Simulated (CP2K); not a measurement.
System: TiAl, space group Pm-3m (No. 221).

Structure:
```
CELL_PARAMETERS angstrom
3.17906 0.00000 0.00000
0.00000 3.17906 0.00000
0.00000 0.00000 3.17906
ATOMIC_POSITIONS crystal
Ti 0.00000 0.00000 0.00000
Al 0.50000 0.50000 0.50000
```

Calculation (CP2K 2026.2): DFT in Gaussian orbitals with a plane-wave density, no spin polarisation; energies at scaled volumes of the given cell, shape and fractions fixed, counted from the fit's minimum, third-order Birch-Murnaghan fit. Level: r2SCAN.

k mesh 8×8×8; occupations Fermi–Dirac; smearing width 0.01 eV; potentials GTH SCAN with UZH TZVP basis; density cutoff 9184 eV; program settings ngrids 5, basis sets Ti TZVP-MOLOPT-SCAN-GTH-q12, basis sets Al TZVP-MOLOPT-SCAN-GTH-q3, cutoff ry 675 Ry, rel cutoff ry 60 Ry.

Describe the result: the energy and pressure against volume. The volume takes the values 15.10, 15.42, 15.74, 16.06, 16.39, 16.71, 17.03 Å³/atom.

A third-order Birch–Murnaghan fit gives V0 = 15.96 Å³/atom, B0 = 117 GPa and B′ = 3.6. The energy is 18.64 meV/atom at volume 15.10 Å³/atom and 23.48 meV/atom at 17.03 Å³/atom; the lowest computed point is at volume 16.06 Å³/atom (0.22 meV/atom), and no other minimum shows. The pressure falls from 7.22 GPa at volume 15.10 Å³/atom to −6.73 GPa at 17.03 Å³/atom, and changes sign near 15.97 Å³/atom.

```json
{"volume (Å³/atom)": "15.10", "energy (meV/atom)": "18.64", "pressure (GPa)": "7.22"}
{"volume (Å³/atom)": "15.42", "energy (meV/atom)": "7.12", "pressure (GPa)": "4.32"}
{"volume (Å³/atom)": "15.74", "energy (meV/atom)": "1.15", "pressure (GPa)": "1.68"}
{"volume (Å³/atom)": "16.06", "energy (meV/atom)": "0.22", "pressure (GPa)": "-0.73"}
{"volume (Å³/atom)": "16.39", "energy (meV/atom)": "3.91", "pressure (GPa)": "-2.92"}
{"volume (Å³/atom)": "16.71", "energy (meV/atom)": "11.79", "pressure (GPa)": "-4.91"}
{"volume (Å³/atom)": "17.03", "energy (meV/atom)": "23.48", "pressure (GPa)": "-6.73"}
```

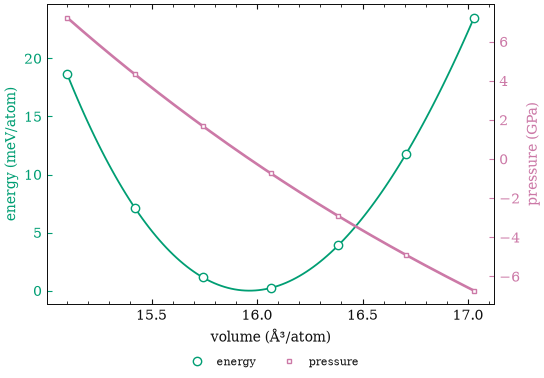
